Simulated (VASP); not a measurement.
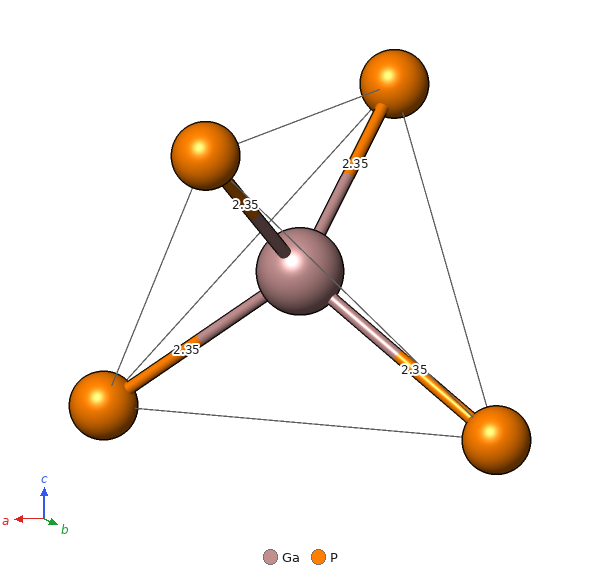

The GaP4 unit about Ga in GaP. Origin: the geometry relaxed with VASP Kohn-Sham DFT of a periodic cell, HSEsol, VASP PAW PBE potentials, recommended (VASP).

GaP, space group F-43m (No. 216), a = 5.426 Å, b = 5.426 Å, c = 5.426 Å, α = 90.00°, β = 90.00°, γ = 90.00°

```json
{"site": "Ga", "Wyckoff": "4a", "x": "0.0000", "y": "0.0000", "z": "0.0000"}
{"site": "P", "Wyckoff": "4c", "x": "0.2500", "y": "0.2500", "z": "0.2500"}
```

**Give the distortion indices.**

It is closest to the tetrahedron.

```json
{"measure": "mean bond length", "value": "2.349 Å"}
{"measure": "bond-length distortion index (Baur)", "value": "0.000"}
{"measure": "effective coordination number (Hoppe)", "value": "4.00"}
{"measure": "shape measure against the tetrahedron", "value": "0.00"}
{"measure": "shape measure against the see-saw", "value": "9.79"}
{"measure": "centre off the ligands' centroid by", "value": "0.00 Å"}
{"measure": "polyhedral volume", "value": "6.65 Å³"}
{"measure": "quadratic elongation", "value": "1.000"}
{"measure": "bond-angle variance", "value": "0.0 deg²"}
{"measure": "τ4", "value": "1.00"}
```
